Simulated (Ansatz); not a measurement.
Consider TiSi16 (cell with a defect).

The calculation's input:

```
crystal:
  lattice:
    - [0.0, 5.43, 5.43]
    - [5.43, 0.0, 5.43]
    - [5.43, 5.43, 0.0]
  atoms:
    - { symbol: Si, position: [0.0, 0.0, 0.0] }
    - { symbol: Si, position: [0.125, 0.125, 0.125] }
    - { symbol: Si, position: [0.0, 0.0, 0.5] }
    - { symbol: Si, position: [0.125, 0.125, 0.625] }
    - { symbol: Si, position: [0.0, 0.5, 0.0] }
    - { symbol: Si, position: [0.125, 0.625, 0.125] }
    - { symbol: Si, position: [0.0, 0.5, 0.5] }
    - { symbol: Si, position: [0.125, 0.625, 0.625] }
    - { symbol: Si, position: [0.5, 0.0, 0.0] }
    - { symbol: Si, position: [0.625, 0.125, 0.125] }
    - { symbol: Si, position: [0.5, 0.0, 0.5] }
    - { symbol: Si, position: [0.625, 0.125, 0.625] }
    - { symbol: Si, position: [0.5, 0.5, 0.0] }
    - { symbol: Si, position: [0.625, 0.625, 0.125] }
    - { symbol: Si, position: [0.5, 0.5, 0.5] }
    - { symbol: Si, position: [0.625, 0.625, 0.625] }
    - { symbol: Ti, position: [0.5575041, 0.8084726, 0.8112634] }
basis:
  ecutwfc: 420.0
kpoints:
  mp_grid: { grid: [2, 2, 2] }
hamiltonian:
  xc: pbe
  pseudopotentials: { kind: paw, azcp: { folder: soft_1 } }
scf:
  occupations: { method: gaussian, width: 0.02 }
  lower_state_search: "off"
relax:
  f_tol: 0.03
  max_steps: 60
  adjacent_minimum: "off"
output:
  write_density: true
  write_potential: true
  elf: true
  volumetric_format: npy
```

Launched as:

```sh
ansatz run input.yaml --threads 1 --pin off --max-ram 3072MiB --backend cpu --events-out ev --progress --plain --runs-dir out
```

The fields are those of the run's last geometry, not of the input's.

Computed without spin polarisation; PAW files of the earlier set (soft_1).

Computed with Ansatz 0.2.0, DFT PBE, scalar-relativistic, plane waves, PAW.

Question: What can the converged valence pseudo-density and electron localisation function tell about the bonding?

Answer: Ti–Si (2.76 Å): the density is about 0.26 e/Å³ at the midpoint; the ELF peaks at about 0.70 in the valence shell of Si, 1.0 Å from its nucleus, and is about 0.35 at the midpoint.

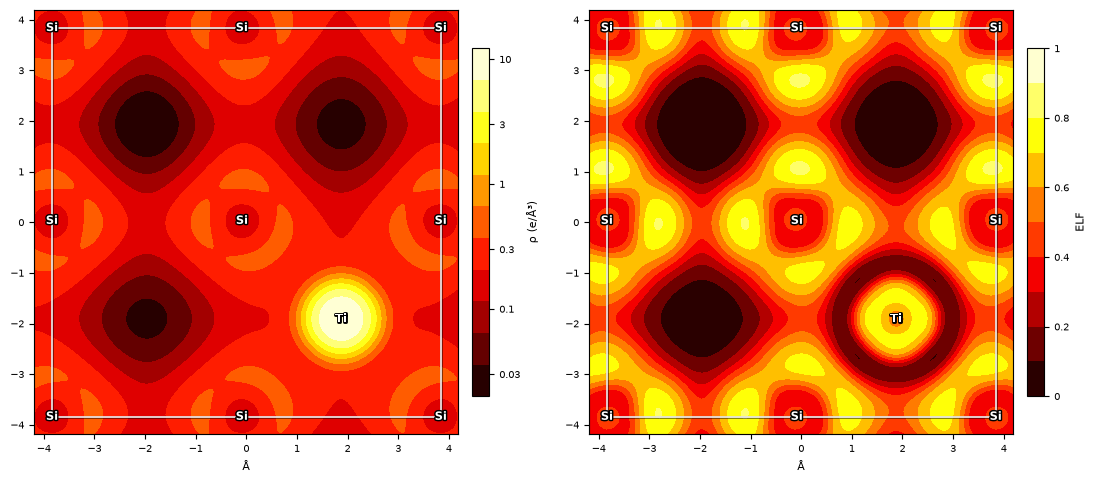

Computed valence pseudo-density and electron localisation function on the (110) plane of the calculation cell, in this order. 

In a PAW calculation such maps are meaningful between the atoms, not at the nuclei.
